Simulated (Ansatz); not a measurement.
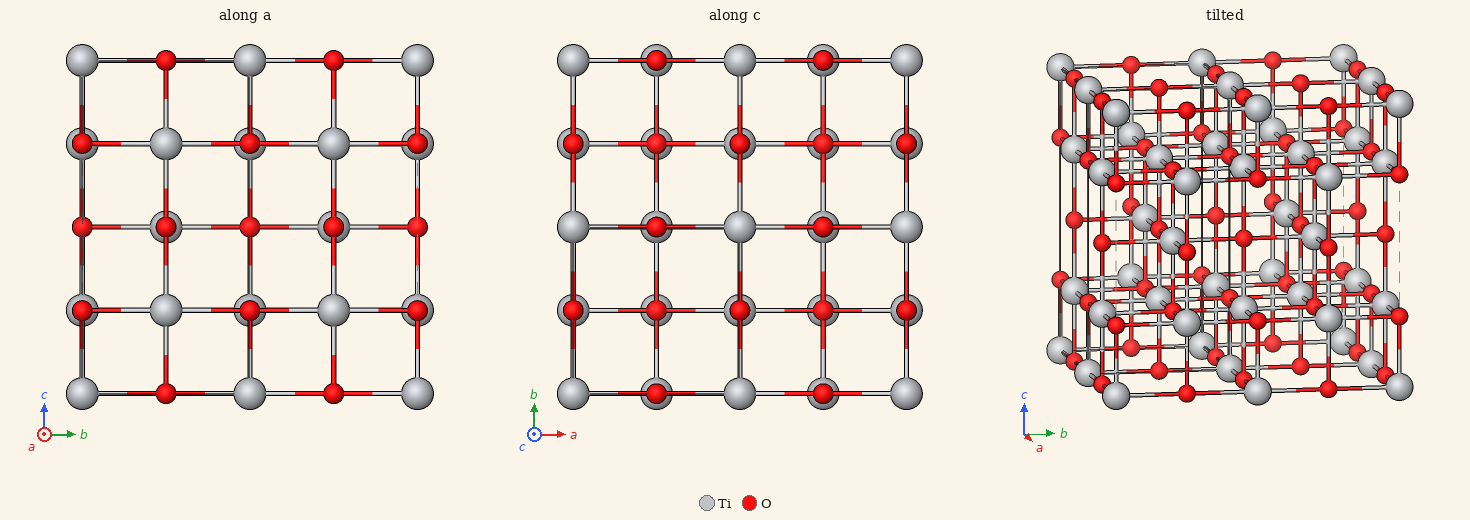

Drawn in the ball-and-stick manner and seen along the a axis, along the c axis and slightly off an axis. The solid frame is a single conventional unit cell within a 2×2×1 block.

The solid is Ti3O4. The lattice is body-centred tetragonal and the space group I4/mmm (No. 139). Cell content 6 Ti, 8 O; Z = 2. Each Ti atom is coordinated by six O in an octahedral arrangement. O takes two kinds of site: 4c with four Ti in a square planar arrangement; 4e with five Ti in a square pyramidal arrangement. Not all metal-metal contacts are counted. The bonds build a three-dimensional framework.

It goes back to a structure listed in the Materials Project. It was relaxed at fixed volume with Ansatz 0.2.0, DFT r2SCAN, scalar-relativistic, plane waves, PAW.

At this level of theory the run's own cell isn't at rest (stretched, at -18 GPa), so its distances can differ from those at equilibrium, the more so the softer the solid.
